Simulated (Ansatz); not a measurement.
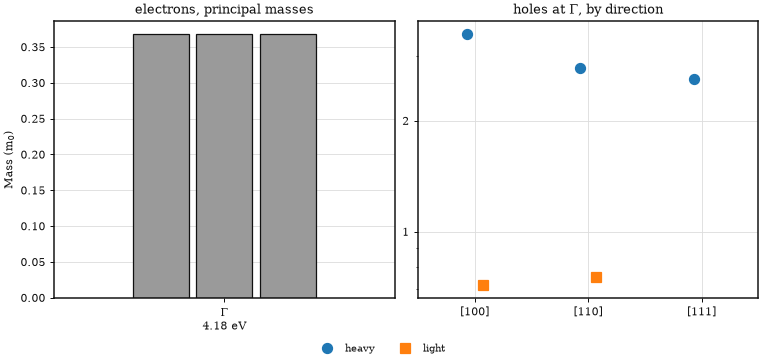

Effective masses at the band extrema of rocksalt KBr, space group Fm-3m, 2 atoms in the primitive cell, in a cell relaxed beforehand (cubic a = 6.549 Å), in units of the free-electron mass, from finite differences of the levels. Left, the three principal masses of each conduction valley, with its energy above the valence top; right, the masses of the bands that meet at the valence top. The light hole along [111] is left out. Each mass comes from the mean inverse mass of a pair of spin states, which spin-orbit coupling splits away from the extremum where the crystal has no centre of inversion.

Level of theory: PBEsol, all-electron LAPW, spin-orbit coupling, no magnetisation, 6×6×6 k mesh; code Ansatz.

Hole masses: heavy 3.44 and light 0.716 along [100], heavy 2.59 along [111].

Estimate the light-hole mass along [111] from the Luttinger form.

Along [100] the inverse masses are γ1 ∓ 2γ2, so γ1 = 0.84 and γ2 = 0.28. Along [111] they are γ1 ∓ 2γ3 and add up to 2γ1, which gives a light mass of 0.769. The run gives 0.768, and γ3 = 0.23.

What are the masses of the lowest valley?

It lies at Γ, 4.18 eV above the valence top, and is isotropic with m* = 0.368.

Not shown: a further valence band at Γ, 0.502 eV under the top.

LDA, GGA and most meta-GGA functionals understate gaps. An understated gap makes light masses too light.
